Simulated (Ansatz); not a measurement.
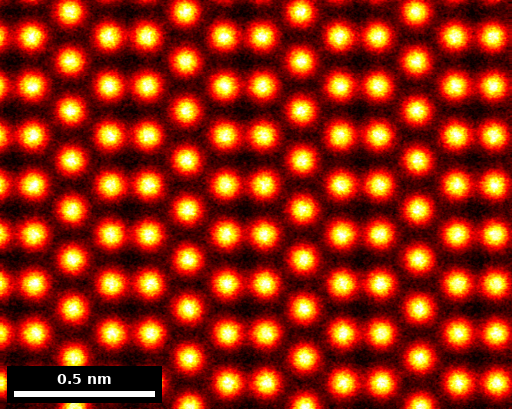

iDPC-like image of W (P6/mmm, No. 191). Simulated as the projected potential of neutral atoms (B = 0.8 Å²) blurred by a 0.59 Å probe, the thin-sample limit of integrated differential phase contrast. Shot noise and a slight drift were added. Model: coordinates from a relaxation with Ansatz, DFT, BLYP, plane waves (420 eV) with PAW, scalar-relativistic; the starting structure was generated, so it need not be a known form of this composition.

```
CELL_PARAMETERS angstrom
4.74800 0.00000 0.00000
-2.37400 4.11189 0.00000
0.00000 0.00000 2.63553
ATOMIC_POSITIONS crystal
W 0.00000 0.00000 0.00000
W 0.33333 0.66667 0.50000
W 0.66667 0.33333 0.50000
```

### Along which zone axis is the crystal seen: [201], [001], [102] or [100]? (Directions equivalent by symmetry count as one.)

[102]. The projected cells are 1.27 × 1.51 Å, 115° for [201]; 2.74 × 2.74 Å, 120° for [001]; 1.76 × 4.11 Å, 90° for [102]; 2.64 × 4.11 Å, 90° for [100], and the image repeats as the [102] one does.
